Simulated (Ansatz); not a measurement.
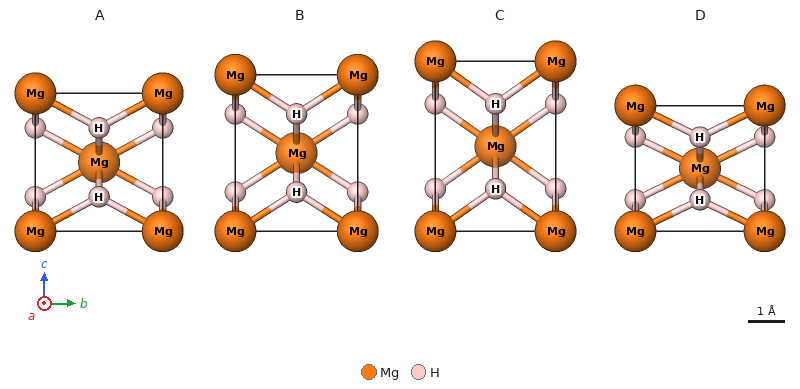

4 geometries from one relaxation of solid MgH2 (set up in I4/mmm) (coarse preliminary run), in shuffled order. The picture is a ball-and-stick view of the conventional cell (2 times the calculation's cell), seen along the a axis. Lengths and directions refer to the drawn axes.

Case: 2 H put on empty site 1 of 1 host cells, relaxed.

Method: DFT PBE, scalar-relativistic, plane waves, PAW in Ansatz. (plane-wave cutoff 420 eV; k-point mesh 8 × 8 × 8; occupations gaussian; smearing width 0.1 eV; no spin polarisation; cell and atoms relaxed; force threshold 0.0325 eV/Å; at most 70 steps)

Put them in the order of the run, from the start to the converged end.

D, A, B, C. They are steps 0, 2, 5, 13, at +1.160 eV per cell of the calculation, +0.608 eV per cell of the calculation, +0.107 eV per cell of the calculation relative to the last. Over 10 accepted moves (13 points after the start) the energy falls by 1.160 eV per cell of the calculation. All forces vanish by symmetry, so only the cell relaxes. The pressure goes from 12.35 to 0.01 GPa. The line search rejected the trial step at point 11 of the run. At 2 points the geometry stayed and the basis and grid were re-selected for the new cell (energy shift of 40.4 meV per cell of the calculation at most each time). The atoms keep their places relative to the cell (all moves are under 0.005 Å). Cell: a = b 3.615 → 3.363 Å (−7.0 %), c 3.514 → 4.752 Å (+35.3 %). Volume +17.1 %. Some distances before and after: H–Mg 2.009 → 2.059 Å. Among the angles between lasting bonds that change: Mg–H–Mg 128.2° → 109.5°, Mg–H–Mg 101.0° → 109.5°. The space group (tolerance 0.01 Å) goes from I4/mmm (No. 139) to Fm-3m (No. 225). The run took 9 s on 2 threads of Arm Neoverse V1, with other jobs on the host, peak memory 0.28 GiB.
